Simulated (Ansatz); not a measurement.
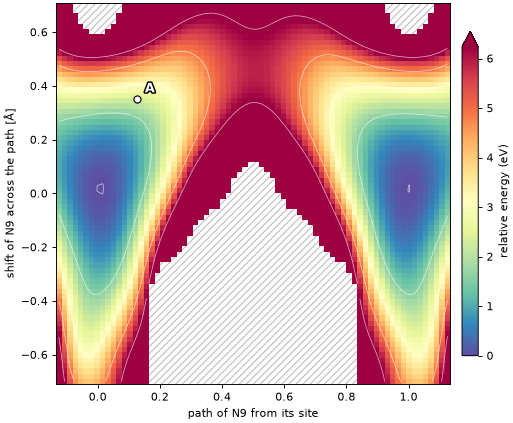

BN (P6_3mc phase) with one N vacancy (15 atoms in the cell, cell charge +3). An atom moved over a plane that holds its own site and a neighbouring vacancy (x along [−1 −1 −2], y along [1 −3 2], z along [−1 0 0] of the conventional cell). The first coordinate is: path of N9 from its site (0) to the vacancy (1), 2.554 Å; the second: shift of N9 across the path, along the Cartesian direction [2 1 0]. Nothing is relaxed (all other atoms held at the sites of the perfect crystal). Grid: 11 × 9 points; 52 points were computed and 26 follow by symmetry. At 21 points there is no value (left out of the scan, as a rule where atoms come close). Points are written as (first, second). Energies: eV per cell, counted from the lowest grid point. The lowest point has no gap; 1 points of the grid have one on the k-mesh. The cell is charged on a uniform background, without a charge correction. All numbers below come from Ansatz, DFT PBE, scalar-relativistic, plane waves, PAW. Settings: cutoff 420 eV, k-mesh 6×6×6, gaussian smearing 0.05 eV, no spin polarisation.

The picture shows a smooth colour map with a few white contour lines, one colour for all values above the top of the scale, hatched blanks where no value was computed, the point A. Between grid points the surface is interpolated.

### Is A at rest? If not, where is it pushed?

A, at (0.125, 0.350 Å), is not a stationary point. The computed force is 0.95 eV for each unit of the axis towards smaller values of the first coordinate and 13 eV for each Å towards smaller values of the second coordinate.

PAW datasets: the set soft_1.
